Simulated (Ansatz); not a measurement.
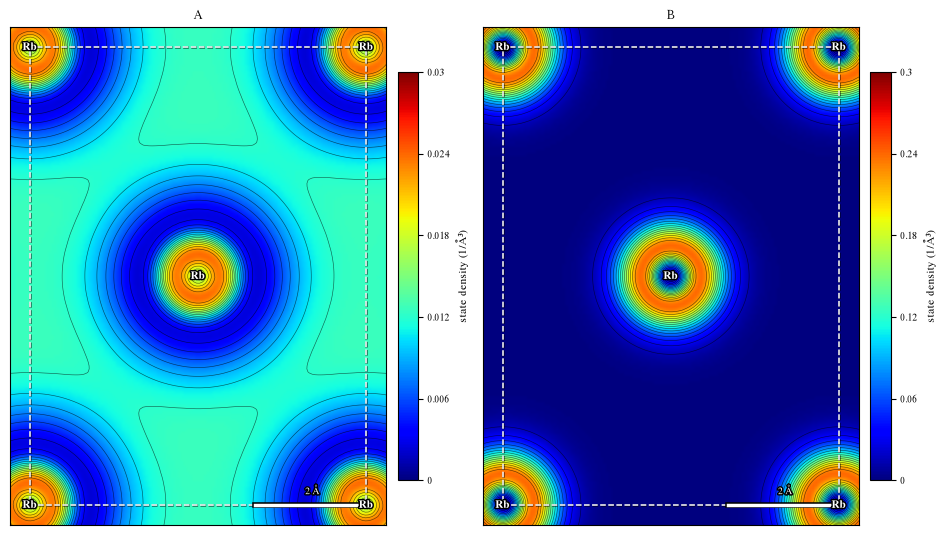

Rb: densities of the states in two energy windows, on the (011̄) plane of the conventional cell.

Space group I4/mmm. This isn't the usual form at ambient conditions. The cell comes from a database of computed structures, not from a measurement.

The calculation used Ansatz 0.2.0, DFT r2SCAN, scalar-relativistic, plane waves, PAW.

In a PAW calculation such maps are meaningful between the atoms, not at the nuclei.

```xyz
2
Lattice="5.9090 0.0000 0.0000 0.0000 5.9090 0.0000 0.0000 0.0000 5.4617" Properties=species:S:1:pos:R:3 pbc="T T T"
Rb    0.0000    0.0000    0.0000
Rb    2.9545    2.9545    2.7308
```

### The windows, about the Fermi level, are −13.74 to −13.60 eV and −0.25 to +0.25 eV. Which panel shows which?

Panel A: −0.25 to +0.25 eV, the states at the Fermi level, mainly Rb 5s (over 95 %).
Panel B: −13.74 to −13.60 eV, a separate group of bands (semicore or deep states), mainly Rb 4p (over 95 %).
The characters are Löwdin shares on a minimal set of atomic orbitals.

Cost of the run: 14 s on 1 thread of Arm Neoverse N1, on a shared host, peak memory 0.59 GiB.
